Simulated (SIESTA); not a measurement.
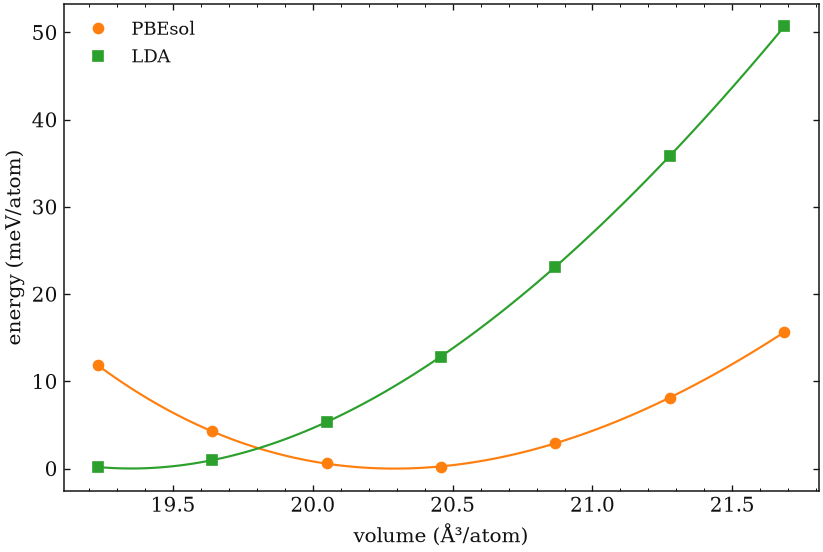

The figure shows the energy against volume, with one curve for each functional, for AgCl (space group Fm-3m).

How it was computed, with SIESTA 5.4.2: DFT in numerical atomic orbitals with pseudopotentials, no spin polarisation; energies at scaled volumes of the given cell, shape and fractions fixed, counted from the fit's minimum, third-order Birch-Murnaghan fit. All runs: no spin polarisation.

- k mesh: 8×8×8
- occupations: Fermi–Dirac
- smearing width: 0.05 eV
- potentials: PseudoDojo 0.4 standard, converted to PSML, two zetas on semicore shells

**Order the curves by fitted equilibrium volume, smallest first.**

LDA 19.350, PBEsol 20.292 Å³/atom.

**Order the curves by fitted bulk modulus, smallest first.**

PBEsol 60.7, LDA 72.7 GPa.

Caveats: mulliken charges of long orbitals; short basis over semicore shells.

The computed values:

PBEsol:
```
volume (Å³/atom)  energy (meV/atom)
           19.23              11.83
           19.64               4.26
           20.05               0.60
           20.46               0.19
           20.87               2.95
           21.28               8.13
           21.69              15.64
```

LDA:
```
volume (Å³/atom)  energy (meV/atom)
           19.23               0.18
           19.64               0.93
           20.05               5.37
           20.46              12.83
           20.87              23.15
           21.28              35.86
           21.69              50.70
```
